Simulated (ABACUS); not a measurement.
Single-point calculation at one volume of an equation of state of MgB₂ (part 2 of 2)

MgB₂ (P6/mmm, 3 atoms in the cell); Kohn-Sham DFT of a periodic cell, PBE, PseudoDojo NC SR 0.4.1 PBE standard, no spin polarisation (ABACUS 3.10.1); cutoff 1360.57 eV, 10×10×8 k-mesh, fermi-dirac of 0.05 eV. The structure derives from an entry of the Crystallography Open Database. It belongs to a series of runs on one base structure; here: volume scaled by 1.06. The settings are looser than a standard set-up, so the numbers are not reference values.

Geometry of the input (Å; fractional positions):
```
3.1455  0.0000  0.0000
-1.5728  2.7241  0.0000
0.0000  0.0000  3.5921
Mg 0.0000  0.0000  0.0000
B  0.6667  0.3333  0.5000
B  0.3333  0.6667  0.5000
```

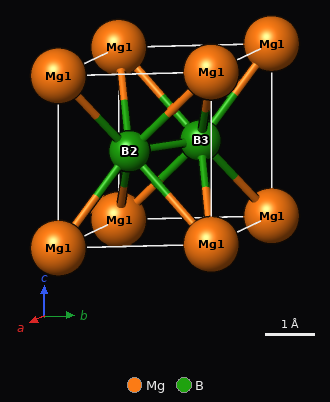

**Figure 1.** The input geometry (ball-and-stick view of the cell of the calculation, seen slightly off an axis; atoms are numbered from 1 in the order of the input).

What the program printed, continued:
```
 -------------------------------------------
 SELF-CONSISTENT
 -------------------------------------------

 SETUP SEARCHING RADIUS FOR PROGRAM TO SEARCH ADJACENT ATOMS
                  longest orb rcut (Bohr) = 8
   longest nonlocal projector rcut (Bohr) = 1.58
                     search radius (Bohr) = 19.2
              searching radius is (Bohr)) = 19.2
         searching radius unit is (Bohr)) = 1.89
                         PeriodicBoundary = 1
                        Radius(unit:lat0) = 10.1
                                   glayer = [ 5, 5, 4 ]
                             glayer_minus = [ 4, 4, 3 ]

Find the coordinate range of the input atom(unit:lat0).
                                  min_tau = [ -18.9, -10.9, -10.8 ]
                                  max_tau = [ 20.4, 12.7, 12.6 ]
                                BoxNumber = [ 9, 9, 7 ]

 SETUP EXTENDED REAL SPACE GRID FOR GRID INTEGRATION
                          real space grid = [ 40, 40, 45 ]
                 big cell numbers in grid = [ 8, 8, 15 ]
             meshcell numbers in big cell = [ 5, 5, 3 ]
                        extended fft grid = [ 13, 13, 18 ]
                dimension of extened grid = [ 35, 35, 52 ]
                            UnitCellTotal = 125
              Atom number in sub-FFT-grid = 3
    Local orbitals number in sub-FFT-grid = 13
                                ParaV.nnr = 3859
                                 init_chg = atomic

 LCAO ALGORITHM --------------- ION=   1  ELEC=   1--------------------------------

 Density error is 0.11442119498
----------------------------------------------------------
     Energy           Rydberg                 eV
----------------------------------------------------------
 E_KohnSham     -130.4413389832      -1774.7454649209
 E_Harris       -132.4908719968      -1802.6307921457
 E_Fermi        0.5930686041         8.0691123205
----------------------------------------------------------

 LCAO ALGORITHM --------------- ION=   1  ELEC=   2--------------------------------

 Density error is 0.0325999302284
----------------------------------------------------------
     Energy           Rydberg                 eV
----------------------------------------------------------
 E_KohnSham     -130.4421762267      -1774.7568562028
 E_Harris       -130.9890503943      -1782.1974609721
 E_Fermi        0.6681824608         9.0910887708
----------------------------------------------------------

 LCAO ALGORITHM --------------- ION=   1  ELEC=   3--------------------------------

 Density error is 0.00416750696636
----------------------------------------------------------
     Energy           Rydberg                 eV
----------------------------------------------------------
 E_KohnSham     -130.4454411921      -1774.8012783365
 E_Harris       -130.4738980655      -1775.1884539623
 E_Fermi        0.7121260958         9.6889725978
----------------------------------------------------------

 LCAO ALGORITHM --------------- ION=   1  ELEC=   4--------------------------------

 Density error is 0.00142498079353
----------------------------------------------------------
     Energy           Rydberg                 eV
----------------------------------------------------------
 E_KohnSham     -130.4454303557      -1774.8011308993
 E_Harris       -130.4642462972      -1775.0571349170
 E_Fermi        0.7114259459         9.6794465699
----------------------------------------------------------

 LCAO ALGORITHM --------------- ION=   1  ELEC=   5--------------------------------

 Density error is 7.4455693087e-05
----------------------------------------------------------
     Energy           Rydberg                 eV
----------------------------------------------------------
 E_KohnSham     -130.4454324306      -1774.8011591306
 E_Harris       -130.4456356836      -1774.8039245289
 E_Fermi        0.7121081325         9.6887281936
----------------------------------------------------------

 LCAO ALGORITHM --------------- ION=   1  ELEC=   6--------------------------------

 Density error is 1.68271303022e-05
----------------------------------------------------------
     Energy           Rydberg                 eV
----------------------------------------------------------
 E_KohnSham     -130.4454324295      -1774.8011591157
 E_Harris       -130.4456496136      -1774.8041140569
 E_Fermi        0.7120539326         9.6879907666
----------------------------------------------------------

 LCAO ALGORITHM --------------- ION=   1  ELEC=   7--------------------------------

 Density error is 2.13904912488e-06
----------------------------------------------------------
     Energy           Rydberg                 eV
----------------------------------------------------------
 E_KohnSham     -130.4454324307      -1774.8011591316
 E_Harris       -130.4453885723      -1774.8005624080
 E_Fermi        0.7120739637         9.6882633039
----------------------------------------------------------

 LCAO ALGORITHM --------------- ION=   1  ELEC=   8--------------------------------

 Density error is 6.79081335568e-08
----------------------------------------------------------
     Energy           Rydberg                 eV
----------------------------------------------------------
 E_KohnSham     -130.4454324307      -1774.8011591314
 E_KS(sigma->0) -130.4452207660      -1774.7982792849
 E_Harris       -130.4454328796      -1774.8011652385
 E_band         -22.6223361703       -307.7926739869
 E_one_elec     -78.2290029491       -1064.3601889661
 E_Hartree      41.0311477864        558.2574053749
 E_xc           -20.8118898915       -283.1602886728
 E_Ewald        -72.4352640470       -985.5323271744
 E_entropy(-TS) -0.0004233295        -0.0057596932
 E_descf        0.0000000000         0.0000000000
 E_exx          0.0000000000         0.0000000000
 E_Fermi        0.7120718041         9.6882339212
----------------------------------------------------------

 charge density convergence is achieved
 final etot is -1774.8011591 eV
 EFERMI = 9.6882339212 eV

 STATE ENERGY(eV) AND OCCUPATIONS    NSPIN == 1
 1/70 kpoint (Cartesian) = 0.0000 0.0000 0.0000 (889 pws)
       1       -68.0107     0.00250000
       2       -34.7847     0.00250000
       3       -34.7847     0.00250000
       4       -34.6568     0.00250000
       5       -2.86519     0.00250000
       6        6.25845     0.00250000
       7        9.97323    8.33807e-06
       8        9.97323    8.33807e-06
       9        11.6041    5.71807e-20
      10        18.0231    1.00436e-75
      11        18.0231    1.00436e-75
      12        19.1375    2.10288e-85

 2/70 kpoint (Cartesian) = -0.031791 0.018355 0.0000 (889 pws)
       1       -68.0105      0.0150000
       2       -34.7874      0.0150000
       3       -34.7853      0.0150000
       4       -34.6564      0.0150000
       5       -2.68981      0.0150000
       6        6.44253      0.0150000
       7        9.09834      0.0149999
       8        9.56362      0.0138539
       9        11.8102    5.56273e-21
      10        18.0915    1.53635e-75
      11        18.7349    3.96097e-81
      12        18.9016    1.41303e-82

 3/70 kpoint (Cartesian) = -0.063583 0.036710 0.0000 (875 pws)
       1       -68.0099      0.0150000
       2       -34.7947      0.0150000
       3       -34.7871      0.0150000
       4       -34.6554      0.0150000
       5       -2.16480      0.0150000
       6        6.99347      0.0150000
       7        7.21827      0.0150000
       8        8.74415      0.0150000
       9        12.4543    1.41312e-26
      10        17.6027    2.70583e-71
      11        17.8379    2.44818e-73
      12        20.9591        0.00000

 4/70 kpoint (Cartesian) = -0.095374 0.055064 0.0000 (874 pws)
       1       -68.0092      0.0150000
       2       -34.8037      0.0150000
       3       -34.7894      0.0150000
       4       -34.6542      0.0150000
       5       -1.29546      0.0150000
       6        5.15502      0.0150000
       7        7.89253      0.0150000
       8        8.00116      0.0150000
       9        13.5713    2.80610e-36
      10        15.9654    4.50017e-57
      11        17.5817    4.11174e-71
      12        23.2472        0.00000

 5/70 kpoint (Cartesian) = -0.12717 0.073419 0.0000 (868 pws)
       1       -68.0086      0.0150000
       2       -34.8109      0.0150000
       3       -34.7911      0.0150000
       4       -34.6532      0.0150000
       5      -0.100282      0.0150000
       6        3.21509      0.0150000
       7        7.52146      0.0150000
       8        9.01889      0.0150000
       9        14.2249    5.90067e-42
      10        14.8749    1.33338e-47
      11        17.7521    1.36164e-72
      12        24.9823        0.00000

 6/70 kpoint (Cartesian) = 0.15896 0.27532 0.0000 (905 pws)
       1       -68.0084     0.00750000
       2       -34.8136     0.00750000
       3       -34.7918     0.00750000
       4       -34.6528     0.00750000
       5        1.13764     0.00750000
       6        1.73301     0.00750000
       7        7.35798     0.00750000
       8        9.72507     0.00242805
       9        13.2800    4.75645e-34
      10        15.4000    1.83313e-52
      11        18.1968    9.34511e-77
      12        25.6252        0.00000

[... levels at 64 further k points ...]

 correction force for each atom along direction 1 is 9.33513e-15
 correction force for each atom along direction 2 is 1.68037e-14
 correction force for each atom along direction 3 is 1.90241e-15
------------------------------------------------------------------------------------------
 TOTAL-FORCE (eV/Angstrom)
------------------------------------------------------------------------------------------
                       Mg1         0.0000000000         0.0000000000         0.0000000000
                        B1         0.0000000000         0.0000000000         0.0000000000
                        B2         0.0000000000         0.0000000000         0.0000000000
------------------------------------------------------------------------------------------

----------------------------------------------------------------
 TOTAL-STRESS (KBAR)
----------------------------------------------------------------
        21.7846960272         0.0000000000         0.0000000000
         0.0000000000        21.7846960269         0.0000000000
         0.0000000000         0.0000000000      -142.7565249373
----------------------------------------------------------------
 TOTAL-PRESSURE: -33.062378 KBAR

 --------------------------------------------
 !FINAL_ETOT_IS -1774.8011591314341331 eV
 --------------------------------------------
```

File mulliken.txt:
```
 0
CALCULATE THE MULLIkEN ANALYSIS FOR EACH ATOM
 Total charge:	16
Decomposed Mulliken populations
0                             Zeta of Mg              Spin 1
s                                      0              1.9997
s                                      1              0.5495
SUM OVER M+Zeta                                       2.5491

pz                                     0              2.0000
px                                     0              2.0000
py                                     0              2.0000
SUM OVER M                                            5.9999
SUM OVER M+Zeta                                       5.9999

SUM OVER M+Zeta+L                                     8.5490

Total Charge on atom:                 Mg              8.5490


1                              Zeta of B              Spin 1
s                                      0              1.0500
SUM OVER M+Zeta                                       1.0500

pz                                     0              0.8636
px                                     0              0.9053
py                                     0              0.9067
SUM OVER M                                            2.6755
SUM OVER M+Zeta                                       2.6755

SUM OVER M+Zeta+L                                     3.7255

Total Charge on atom:                  B              3.7255


2                              Zeta of B              Spin 1
s                                      0              1.0500
SUM OVER M+Zeta                                       1.0500

pz                                     0              0.8636
px                                     0              0.9053
py                                     0              0.9067
SUM OVER M                                            2.6755
SUM OVER M+Zeta                                       2.6755

SUM OVER M+Zeta+L                                     3.7255

Total Charge on atom:                  B              3.7255
```
